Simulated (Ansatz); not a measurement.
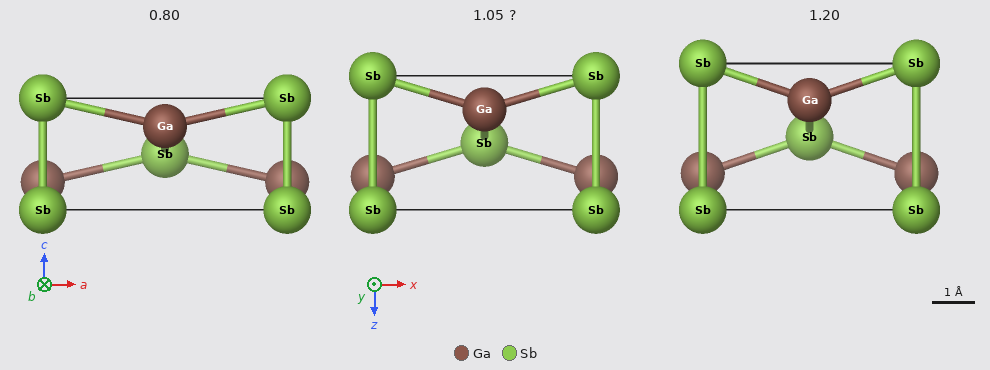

A scan of solid GaSb (I-4m2): the ratio of the cell's length along z to its lengths across, counted as 1 for the reference, is changed at fixed volume (a c/a path), with the atoms kept at their fractional coordinates. x, y and z are the Cartesian axes of the input. Style: ball-and-stick. Shown: the conventional cell (2 times the calculation's cell), along the b axis. Lengths and directions refer to the drawn axes.

Method: Ansatz, DFT PBE, scalar-relativistic, plane waves, PAW. (plane-wave cutoff 420 eV; k-point mesh 24 × 24 × 24; occupations gaussian; smearing width 0.15 eV; no spin polarisation). Energies (free energies at the smearing named) are counted from the relaxed crystal.

```
axial ratio over its reference value  ΔE (meV/atom)
                                0.80          173.0
                                0.85           85.6
                                0.92           19.1
                                0.96            3.4
                                1.00            0.0
                                1.05              ?
                                1.10           22.1
                                1.20           62.5
```

Estimate the missing energy from the other rows, and compare with the calculation.

Answer. A straight line between the two neighbours gives 11.1 meV/atom. A cubic through the four nearest rows (0.96, 1.00, 1.10, 1.20) gives, with Lagrange weights, (−0.2790)(3.4) + (0.8437)(0.0) + (0.4821)(22.1) + (−0.0469)(62.5) = 6.8 meV/atom. The calculation gives 6.9 meV/atom, so the cubic is 0.1 meV/atom too low and the straight line 4.2 meV/atom too high, as the curve bends upwards here.

The whole profile:

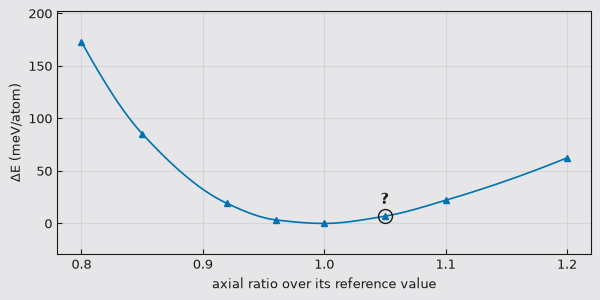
